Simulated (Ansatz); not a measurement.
Convergence test: the smearing width is varied and all else is held.
- system: Zn (P6_3/mmc, 2 atoms in the cell)
- method: DFT, r2SCAN, plane waves (500 eV) with PAW, scalar-relativistic (Ansatz 0.2.0); 14×14×7 k-mesh, Gaussian smearing
ΔE is the free energy less its value at the smallest setting, 0.01 eV.
Dashed lines or grey bands mark the tolerance: 1 meV/atom and 0.1 GPa.
On logarithmic panels, open markers lie below the reference value and filled ones above.
Values: 1 eV, 0.6 eV, 0.3 eV, 0.2 eV, 0.1 eV, 0.03 eV and 0.01 eV.

### How do the results converge (to 1 meV/atom and 0.1 GPa)?

The free energy is within 1 meV/atom of the smallest setting's value from 0.1 eV down. It is off by 54 meV/atom at 1 eV, 4.3 meV/atom at 0.3 eV and 1.5 meV/atom at 0.2 eV (always below it). The pressure is within 0.1 GPa of the smallest setting's value from 0.3 eV down. It is 0.74 GPa at 1 eV, 0.24 GPa at 0.6 eV and −0.01 GPa at 0.01 eV. The free energy falls with the width because it holds the −TS term of the fractional occupations.

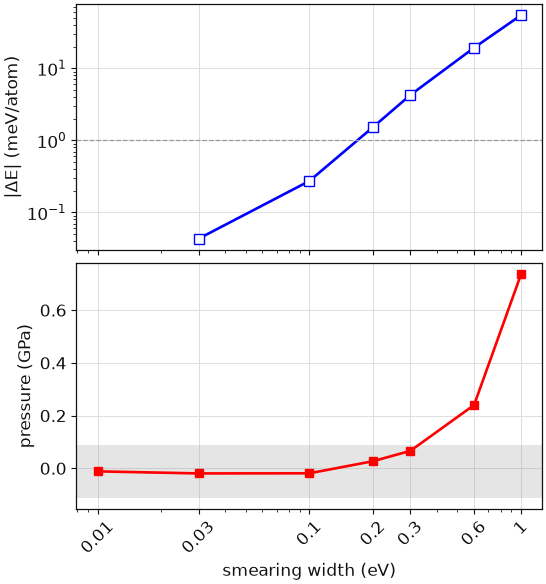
